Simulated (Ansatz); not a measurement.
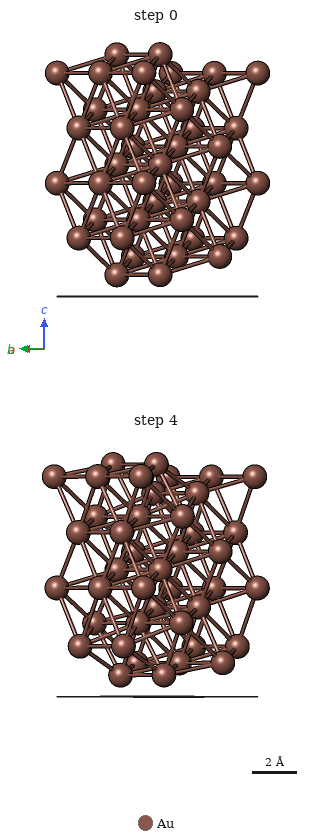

The structure of a slab of composition Au (cut from the Fm-3m phase) before (top) and after (bottom) a relaxation, at one scale.

Style: ball-and-stick. Shown: the 2 × 1 repeat of the cell, outlined in the plane, without the vacuum, from a free direction.

The slab is the (2 1 1) face of Au.

Theory: DFT PBE, scalar-relativistic, plane waves, PAW in Ansatz.

Input
```yaml
crystal:
  lattice:
    - [2.940215584, 0.0, 0.0]
    - [0.0, 7.2020279146, 0.0]
    - [0.0, 0.0, 25.1852055535]
  atoms:
    - { symbol: Au, position: [0.5, 0.6666666667, 0.2977938768] }
    - { symbol: Au, position: [0.0, 0.3333333333, 0.3314948973] }
    - { symbol: Au, position: [0.5, 0.0, 0.3651959179] }
    - { symbol: Au, position: [0.0, 0.6666666667, 0.3988969384] }
    - { symbol: Au, position: [0.5, 0.3333333333, 0.4325979589] }
    - { symbol: Au, position: [0.0, 0.0, 0.4662989795] }
    - { symbol: Au, position: [0.5, 0.6666666667, 0.5] }
    - { symbol: Au, position: [0.0, 0.3333333333, 0.5337010205] }
    - { symbol: Au, position: [0.5, 0.0, 0.5674020411] }
    - { symbol: Au, position: [0.0, 0.6666666667, 0.6011030616] }
    - { symbol: Au, position: [0.5, 0.3333333333, 0.6348040821] }
    - { symbol: Au, position: [0.0, 0.0, 0.6685051027] }
    - { symbol: Au, position: [0.5, 0.6666666667, 0.7022061232] }
basis:
  ecutwfc: 420
kpoints:
  mp_grid: { grid: [12, 5, 1] }
hamiltonian:
  xc: pbe
scf:
  occupations: { method: gaussian, width: 0.1 }
output:
  forces: true
  eigenvalues: true
  write_density: true
  write_potential: true
  elf: true
  volumetric_format: npy
relax:
  adjacent_minimum: "off"
  f_tol: 0.02
  max_steps: 60
efield:
  axis: 3
  dipole_correction: true
  ramp_width: 0.04
```

Launched with:
```bash
ansatz run input.yaml --threads 8 --pin off --max-ram 15360MiB --backend cpu --events-out ev --progress --plain --runs-dir out
```

Q: What changed between the two?

A: The largest moves, 0.32 Å, are those of Au1 and Au13. Au1 goes at 47° to the normal (+c side). The lattice vectors keep their values. Near-neighbour distances that change, for instance: Au10–Au12 2.940 → 3.212 Å, Au3–Au6 2.940 → 3.076 Å, Au11–Au12 2.940 → 2.825 Å, Au3–Au5 2.940 → 3.048 Å. The energy falls by 0.199 eV per cell of the calculation in 4 geometry steps. The largest force component goes from 0.47 to 0.0056 eV/Å.
